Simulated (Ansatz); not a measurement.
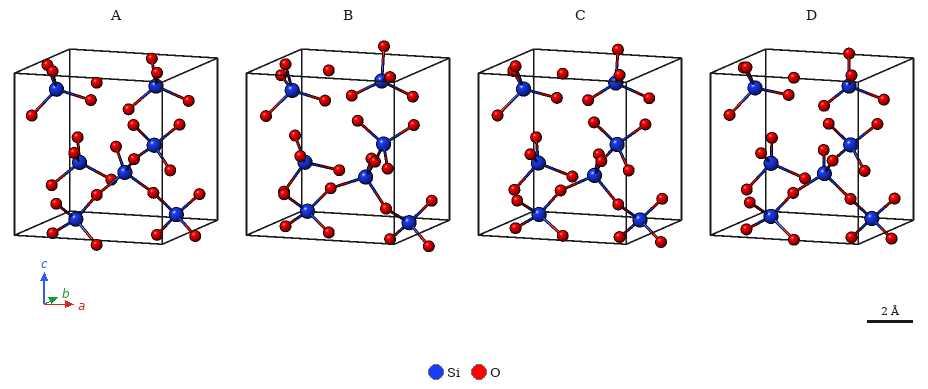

4 geometries from one relaxation of a defect cell of composition Si7O16 (cell charge −4), in shuffled order. The picture is a ball-and-stick view of the cell of the calculation (origin shifted), seen slightly off an axis.

Theory: DFT PBEsol, scalar-relativistic, plane waves, PAW in Ansatz 0.2.0. Settings: plane-wave cutoff 420 eV; k-point mesh 2 × 2 × 2; occupations gaussian; smearing width 0.02 eV; mesh shifted by (0.5, 0.5, 0.5); collinear spin; atoms relaxed in a fixed cell; force threshold 0.03 eV/Å; at most 40 steps.

**Order the frames from highest to lowest energy.**

A, D, C, B. They are steps 0, 3, 5, 9, at +3.068 eV per cell of the calculation, +0.474 eV per cell of the calculation, +0.140 eV per cell of the calculation relative to the last. The energy falls by 3.068 eV per cell of the calculation in 8 accepted moves (9 points after the start). Largest force component: 5.2 eV/Å at the start, 0.024 eV/Å at the end. 1 step only repeated the SCF at the same geometry. The atom that moves furthest is an O atom (1.21 Å along [2 1 −1]). By element the largest moves are O 1.21 Å, Si 0.45 Å. The cell doesn't change. Near-neighbour distances that change, for instance: O–Si 1.637 → 1.542 Å, O–Si 1.615 → 1.543 Å, O–Si 1.623 → 1.670 Å, O–Si 1.618 → 1.655 Å. Among the angles between lasting bonds that change: Si–O–Si 165.6° → 133.2°, Si–O–Si 147.0° → 164.6°, Si–O–Si 150.5° → 167.7°. The program noted that the starting moments weren't kept.

Limits of the set-up: the periodic images lie only 7.0 Å apart, so the values are limited by the cell's size; the cell is charged, on a uniform background, and energies carry no finite-size correction.
